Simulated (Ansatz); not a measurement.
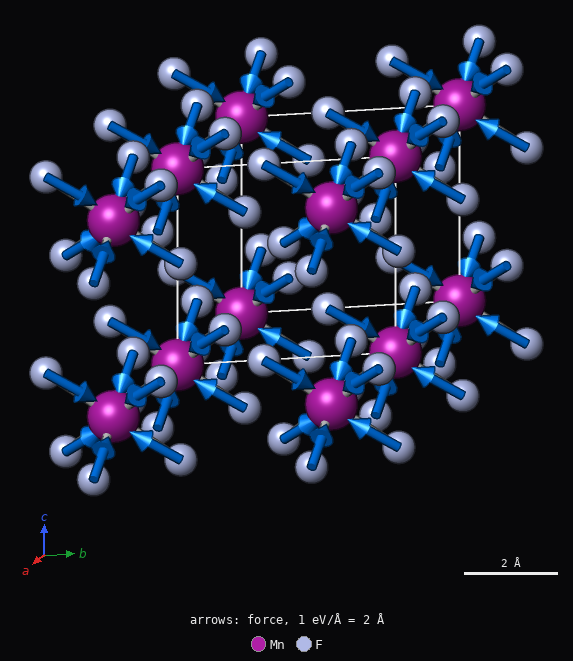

Starting geometry of solid MnF6 (set up in P-31m) (coarse preliminary run) with the computed forces as blue arrows. A ball-and-stick model of the cell of the calculation, repeated 2 × 1 × 1 with one cell outlined, seen slightly off an axis.

Case: 2 of 2 Li taken out, relaxed.

The calculation used DFT PBE+U+D3(BJ), scalar-relativistic, plane waves, PAW in Ansatz 0.2.0. Set-up: plane-wave cutoff 420 eV; k-point mesh 6 × 6 × 4; occupations gaussian; smearing width 0.1 eV; U Mn 3.9 eV; collinear spin; cell and atoms relaxed; force threshold 0.0325 eV/Å; at most 70 steps.

**What follows when this structure is relaxed?**

It isn't relaxed: the largest force vector, on F atoms, is 0.68 eV/Å. The final displacements follow the starting forces only in part (cosine between the two patterns 0.75). The largest moves relative to the cell, 0.057 Å, are those of F atoms. Mn stays in place. The volume changes by −1.7 %, with a = b 4.866 → 4.906 Å (+0.8 %), c 4.387 → 4.244 Å (−3.3 %). Near-neighbour distances that change, for instance: F–Mn 1.839 → 1.789 Å. The space group stays P-31m (No. 162). Over 4 accepted moves (6 points after the start) the energy falls by 17.1 meV per atom. The largest force component goes from 0.58 to 0.0053 eV/Å. The pressure goes from −4.66 to 0.09 GPa. The SCF was repeated twice at an unchanged geometry on a basis and grid sized afresh for the cell, which shifted the energy by 0.6 meV per atom at most. Cost: 42 s on 2 threads of Arm Neoverse V2, on a shared host, peak memory 0.5 GiB.
